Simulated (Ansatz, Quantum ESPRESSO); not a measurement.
**Equation of state of cubic perovskite KTaO3**

How stiff is cubic perovskite KTaO3 under hydrostatic load? Each row relaxes cell and atoms at a set pressure. The symmetry of the cell is held, so distortions that would lower it, which this phase may prefer, aren't tested. The phase is followed to these pressures whether or not it stays the stable one.

Calculated with Quantum ESPRESSO 7.5, PBEsol, GBRV 1.5 ultrasoft potentials, cutoff 680 eV, Fermi–Dirac smearing 0.02 eV, k-mesh 7×7×7, no spin polarisation, no spin-orbit coupling.

Reference cell, relaxed at zero pressure with PBEsol (Pm-3m): a = 3.9869 Å, b = 3.9869 Å, c = 3.9869 Å, α = 90.00°, β = 90.00°, γ = 90.00°.

```csv
atom,x,y,z
Ta,0.5000,0.5000,0.5000
K,0.0000,0.0000,0.0000
O,0.5000,0.5000,0.0000
O,0.5000,0.0000,0.5000
O,0.0000,0.5000,0.5000
```

| V (Å³/atom) | V/V0 | P (GPa) | E − E0 (meV/atom) |
| --- | --- | --- | --- |
| 12.9354 | 1.0205 | −3.980 | 2.8 |
| 12.1283 | 0.9569 | 9.962 | 17.3 |
| 11.8973 | 0.9386 | 14.940 | 35.7 |
| 11.6868 | 0.9220 | 19.936 | 59.0 |
| 11.3168 | 0.8928 | 29.912 | 117.0 |

V0 = 12.6750 Å³ an atom, where the residual pressure P0 is −0.009 GPa. **Question.** Fit the Birch–Murnaghan law and give the pressure and the energy at V = 12.3863 Å³ an atom, a row left out above.

With the Eulerian strain f = ½[(V0/V)^(2/3) − 1] and F = (P − P0)/[3f(1 + 2f)^(5/2)], the third-order law is the line F = B0 + (3/2) B0 (B′ − 4) f.

| f | F (GPa) |
| --- | --- |
| 0.03925 | 210.39 |
| 0.02780 | 208.87 |
| 0.02156 | 207.99 |
| 0.01491 | 207.06 |
| −0.00673 | 203.37 |

A straight line through the 5 rows: the means are 0.01936 for f and 207.54 for F, Σ(Δx)² = 0.001172 and ΣΔxΔy = 0.1798, so the slope is 0.1798/0.001172 = 153.42 and the intercept 207.54 − (153.42)(0.01936) = 204.57.

Hence B0 = 204.6 GPa and B′ = 4 + (153.4)/(1.5 × 204.6) = 4.50. For the withheld volume f = 0.00774, F = 205.75 GPa and P = 4.96 GPa. The run itself gives 4.96 GPa, so the estimate misses by 0.00 GPa, a rounding's worth.

Integrating the same law gives E − E0 = (9/2) B0 V0 f²[1 + (B′ − 4) f] + P0(V0 − V), with 1 GPa Å³ = 6.2415 meV: 4.4 meV an atom. The run itself gives 4.9 meV, so the estimate misses by 0.5 meV; the fitted rows themselves lie up to 2.7 meV off the law.

The same fit over all rows at other levels or in other programs gives B0 = 204 GPa with PBEsol (Ansatz).

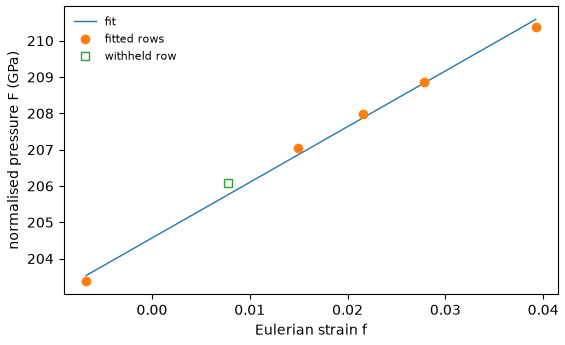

The fitted law, the rows behind it and the withheld row.

[Logs are printed without paths, hosts, clocks, repeated set-up lines and the standing remarks that a program may print on its own settings, such as how far it seeks lower states.]
